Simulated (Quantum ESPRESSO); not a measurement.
**Energy of Os along an even scaling of the cell**

System: Os (Fm-3m, 1 atom in the cell).
Method: Kohn-Sham DFT of a periodic cell, PBE, SSSP 1.3 efficiency PBE, no spin polarisation (Quantum ESPRESSO 7.5).

The 7 runs differ only in the geometry, by an even scaling of the cell at fixed fractional positions. The structure derives from an entry of the Crystallography Open Database.

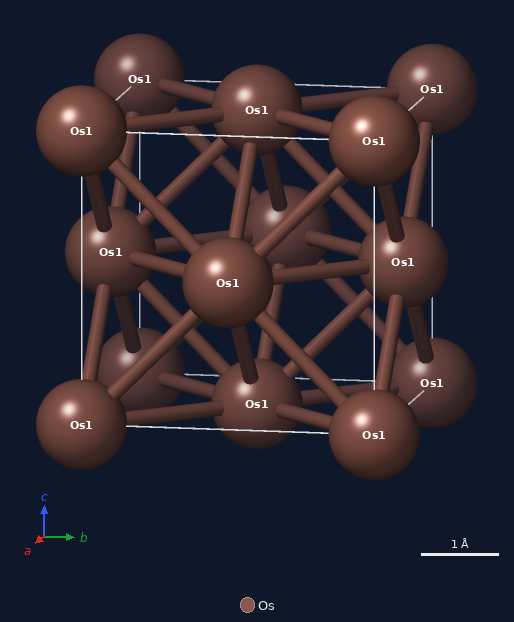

Figure 1. The structure of run 4 (ball-and-stick view of the cell 4 times as large as that of the calculation, set on its symmetry axes, seen slightly off an axis; atoms are numbered from 1 in the order of the input).

## Input of run 4
```
&CONTROL
  calculation = 'scf'
  prefix = 'pwscf'
  outdir = './tmp'
  pseudo_dir = './pseudo'
  tprnfor = .true.
  tstress = .true.
  disk_io = 'low'
/
&SYSTEM
  ibrav = 0
  nat = 1
  ntyp = 1
  ecutwfc = 55
  ecutrho = 440
  nbnd = 14
  occupations = 'smearing'
  smearing = 'fd'
  degauss = 0.00367493
/
&ELECTRONS
  conv_thr = 2d-10
  electron_maxstep = 120
  mixing_beta = 0.5
/
ATOMIC_SPECIES
Os   190.2300 Os_pbe_v1.2.uspp.F.UPF
CELL_PARAMETERS angstrom
   0.0000000000    1.9450000000    1.9450000000
   1.9450000000    0.0000000000    1.9450000000
   1.9450000000    1.9450000000    0.0000000000
ATOMIC_POSITIONS crystal
Os     0.0000000000    0.0000000000    0.0000000000
K_POINTS automatic
12 12 12 0 0 0
```

## File pp_density.in of run 4
```
&INPUTPP
  prefix = 'pwscf'
  outdir = './tmp'
  filplot = 'density.dat'
  plot_num = 0
/
&PLOT
  nfile = 1
  filepp(1) = 'density.dat'
  iflag = 3
  output_format = 6
  fileout = 'density.cube'
/
```

## File pp_potential.in of run 4
```
&INPUTPP
  prefix = 'pwscf'
  outdir = './tmp'
  filplot = 'potential.dat'
  plot_num = 11
/
&PLOT
  nfile = 1
  filepp(1) = 'potential.dat'
  iflag = 3
  output_format = 6
  fileout = 'potential.cube'
/
```

Command:
```bash
OMP_NUM_THREADS=1 pw.x -in pw.in > pw.out
OMP_NUM_THREADS=1 pp.x -in pp_density.in > pp_density.out
OMP_NUM_THREADS=1 pp.x -in pp_potential.in > pp_potential.out
```

Run 6 has the same physical settings and fractional positions; its lattice vectors (Å) are:
```
   0.000000    1.970595    1.970595
   1.970595    0.000000    1.970595
   1.970595    1.970595    0.000000
```

## Results, with one run withheld

```tsv
run	volume per atom (Å³)	free energy per atom, from the lowest run given (meV)	pressure (GPa)
1	13.833	19.60	14.12
2	14.127	1.82	4.92
3	14.422	0.00	−3.24
4	14.716	12.31	−10.48
5	15.010	37.17	−16.89
6	15.305	?	?
7	15.599	118.96	−27.60
```

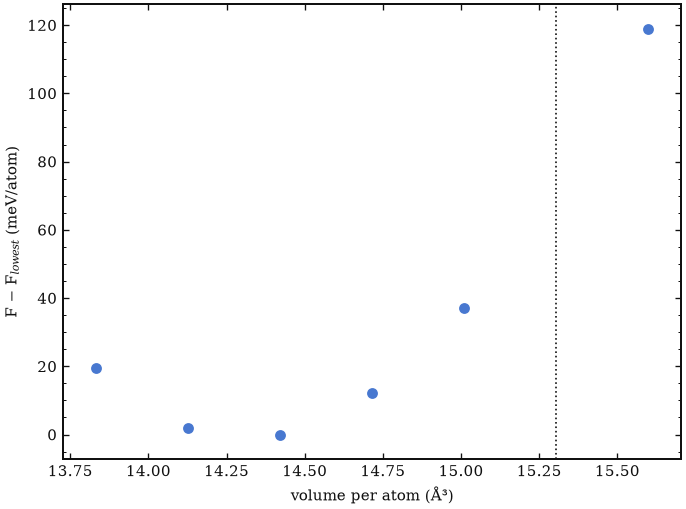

Figure 2. Free energy per atom of the runs given; the dotted line marks run 6.

Fit the runs given and predict run 6.

A cubic polynomial in V^(−2/3) (the Birch–Murnaghan form), fitted to the 6 runs given, misses them by at most 0.01 meV per atom. With x = V^(−2/3) − 0.16741 Å⁻², it reads F = 5.8419 − 6117.5 x + 1.3431e+06 x² + 3.6322e+06 x³ (meV per atom). At run 6 it gives 73.21 meV per atom, and the run itself gives 73.14. The slope of the fit gives a pressure −dF/dV of −22.37 GPa there, and the run prints −22.58 GPa. The two needn't agree exactly: the fit is approximate, and the printed stress is taken on a finite basis. The fit has its minimum at 14.309 Å³ per atom, where V d²F/dV² gives 392 GPa: the bulk modulus at this level, since symmetry fixes the shape and the positions.

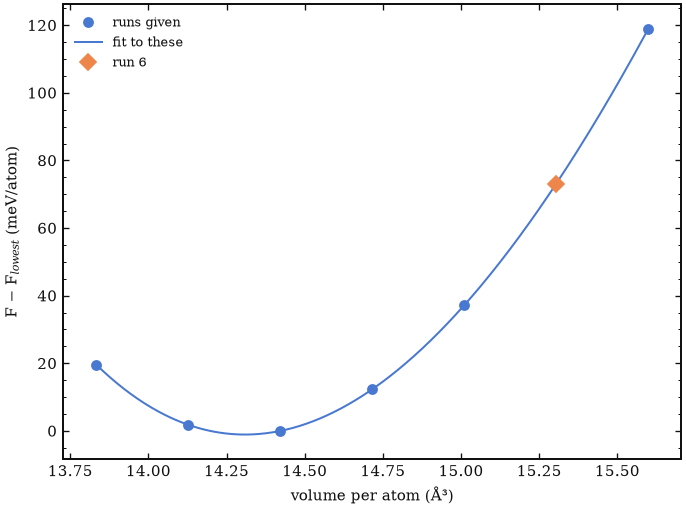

Figure 3. The fit and the withheld run.

## Some lines of the output (run 6)
```
[...]
     unit-cell volume          =     103.2806 (a.u.)^3
     number of k points=    72  Fermi-Dirac smearing, width (Ry)=  0.0037
     total energy              =    -198.52168213 Ry
     total energy              =    -198.56573012 Ry
     total energy              =    -198.56599283 Ry
     total energy              =    -198.56600080 Ry
     total energy              =    -198.56600218 Ry
     total energy              =    -198.56600225 Ry
     the Fermi energy is    23.6495 ev
!    total energy              =    -198.56600226 Ry
     The total energy is F=E-TS. E is the sum of the following terms:
     Computing stress (Cartesian axis) and pressure
          total   stress  (Ry/bohr**3)                   (kbar)     P=     -225.76
```

Notes on the run: negative rho. Spin–orbit coupling is left out, which matters for Os.
